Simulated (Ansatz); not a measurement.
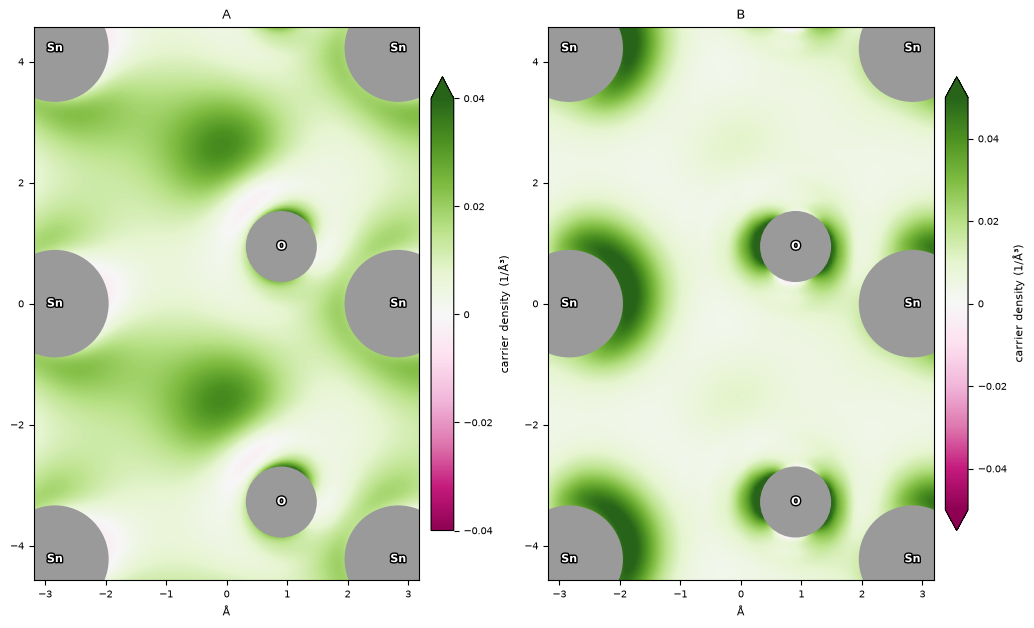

SnO, doped once with holes and once with electrons (0.5 e in the calculation's cell of 4 atoms, uniform background, atoms fixed). Each panel shows the carrier's density (positive where it sits) on the (100) plane of the conventional cell; grey discs cover the cores. Cores are masked to 0.9 Å (Sn) and 0.6 Å (O). This is very heavy doping.

Space group Pmn2_1. The cell comes from a database of computed structures, not from a measurement.

Level of theory: DFT PBE, scalar-relativistic, plane waves, PAW in Ansatz 0.2.0.

**Tell the hole from the electron.**

A is the electron: outside the cores it is densest 1.4 Å from a tin nucleus and 1.9 Å from an oxygen one; it divides as Sn about 80 % and O about 20 %. B is the hole: outside the cores it is densest at the edge of the masked core of O; it divides as Sn about 70 % and O about 30 %. Shares are sums over atomic cells sized by the Bader volumes, which fill 60 % (Sn) and 40 % (O) of the cell, so only an excess over these marks a preference; they are shares of the net change, screening included, and the band-edge orbitals themselves can be more concentrated.

Run times: 38 s (electron) and 34 s (hole), on 1 thread of Intel(R) Xeon(R) 6975P-C (Granite Rapids), with other jobs on the host.
